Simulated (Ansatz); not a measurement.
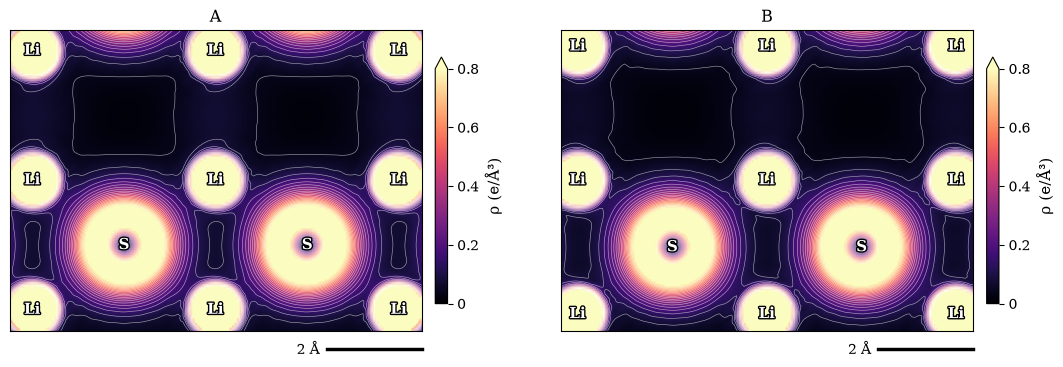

Li2S. The valence pseudo-density of two cells that differ in size, on the (11̄0) plane of each (indices in the axes of the calculation cell), at one length scale and on one colour scale: B has 15.0 Å³ an atom and A 13.6.

Computed with DFT PBE, scalar-relativistic, plane waves, PAW (Ansatz 0.2.0).

Core electrons are frozen (PAW), and the valence fields are smoothed inside the atomic spheres.

The larger cell:

```cif
data_structure
_symmetry_space_group_name_H-M 'P 1'
_symmetry_Int_Tables_number 1
_cell_length_a 3.9937
_cell_length_b 3.9937
_cell_length_c 3.9937
_cell_angle_alpha 60.000
_cell_angle_beta 60.000
_cell_angle_gamma 60.000
_cell_volume 45.04
loop_
_atom_site_label
_atom_site_type_symbol
_atom_site_fract_x
_atom_site_fract_y
_atom_site_fract_z
_atom_site_occupancy
Li1 Li 0.25000 0.25000 0.25000 1
Li2 Li 0.75000 0.75000 0.75000 1
S1 S 0.00000 0.00000 0.00000 1
```

The smaller cell: a = 3.866 Å, b = 3.866 Å, c = 3.866 Å, α = 60.00°, β = 60.00°, γ = 60.00°.

What changes from the larger cell to the smaller?

From the larger cell to the smaller, Li–S goes from 2.45 to 2.37 Å, and the density at its midpoint from 0.3 to 0.34 e/Å³; the pressure goes from 1.3 to 7 GPa; the Kohn–Sham gap goes from 3.4 eV to 3.3 eV.
